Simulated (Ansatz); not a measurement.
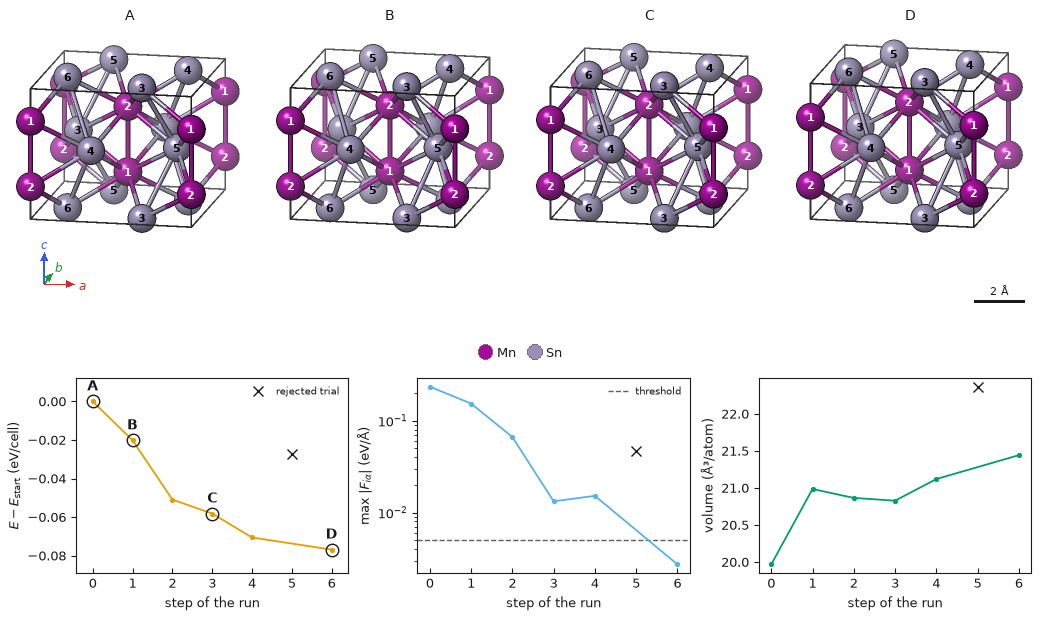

Frames of a relaxation of a crystal of MnSn2 (set up in I4/mcm), marked on the history of the run. The picture is a ball-and-stick view of the conventional cell (2 times the calculation's cell), seen slightly off an axis. Lengths and directions refer to the drawn axes.

Computed with DFT r2SCAN, scalar-relativistic, plane waves, PAW (Ansatz 0.2.0). Set-up: plane-wave cutoff 500 eV; k-point mesh 8 × 8 × 8; occupations gaussian; smearing width 0.1 eV; collinear spin; cell and atoms relaxed; force threshold 0.005 eV/Å; at most 80 steps.

**What happens along the run?**

The run was cut off at its time limit before the program reported convergence, but its last step already meets the force threshold: the largest component is 0.0027 eV/Å against 0.005 eV/Å. The pressure is within 0.03 GPa of its target. After 5 accepted moves (6 points after the start) the energy has fallen by 76.8 meV per cell of the calculation. Largest force component: 0.24 eV/Å at the start, 0.0027 eV/Å at the end. Pressure: 1.71 GPa at the start and 0.03 GPa at the end. The line search rejected the trial step at point 5 of the run. The largest moves relative to the cell, 0.052 Å, are those of Sn3, Sn4, Sn5 and Sn6. Sn5 goes along [−1 −1 0]. Mn stays in place. The volume changes by +7.4 %, with a = b 6.646 → 6.750 Å (+1.6 %), c 5.425 → 5.647 Å (+4.1 %). Some distances before and after: Sn3–Sn5 2.989 → 3.140 Å, Mn1–Mn2 2.712 → 2.824 Å, Sn3–Sn5 (another image) 3.207 → 3.262 Å, Mn1–Sn3 2.845 → 2.891 Å. The space group stays I4/mcm (No. 140). From step 0 to 1: Sn atoms move most (0.12 Å), volume +5.1 %, energy −20.2 meV per cell of the calculation. From step 1 to 3: Sn atoms move most (0.07 Å), volume −0.8 %, energy −38.0 meV per cell of the calculation. From step 3 to 6: volume +3.0 %, energy −18.7 meV per cell of the calculation.
